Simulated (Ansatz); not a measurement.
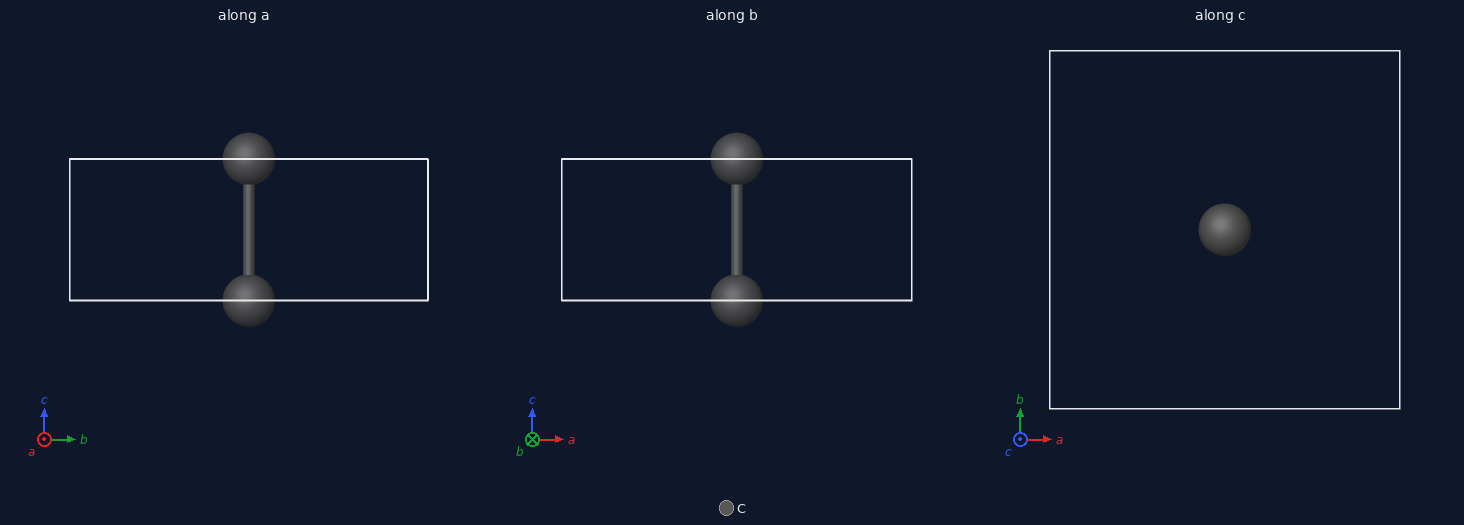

View along the a axis, along the b axis and along the c axis, drawn as a ball-and-stick model. Atoms at the boundary of the unit cell (the box) are drawn once for each face, edge or corner they touch.

Lattice parameters: a = 3.1826 Å, b = 3.2564 Å, c = 1.2864 Å, α = 90.000°, β = 90.000°, γ = 90.000°.

### Convert the drawing into a CIF in P1 with every atom of the cell.

```cif
data_structure
_symmetry_space_group_name_H-M 'P 1'
_symmetry_Int_Tables_number 1
_cell_length_a 3.1826
_cell_length_b 3.2564
_cell_length_c 1.2864
_cell_angle_alpha 90.000
_cell_angle_beta 90.000
_cell_angle_gamma 90.000
_cell_volume 13.33
loop_
_atom_site_label
_atom_site_type_symbol
_atom_site_fract_x
_atom_site_fract_y
_atom_site_fract_z
_atom_site_occupancy
C1 C 0.5000 0.5000 0.0000 1
```

Starting structure: a random cell made by a generator, so it need not be a real form of the element. Earlier steps of the study, as a rule a relaxation of our own, may have changed the cell and positions, so they can lie some per cent off the listed ones. An electronic-structure calculation with Ansatz was run on it.
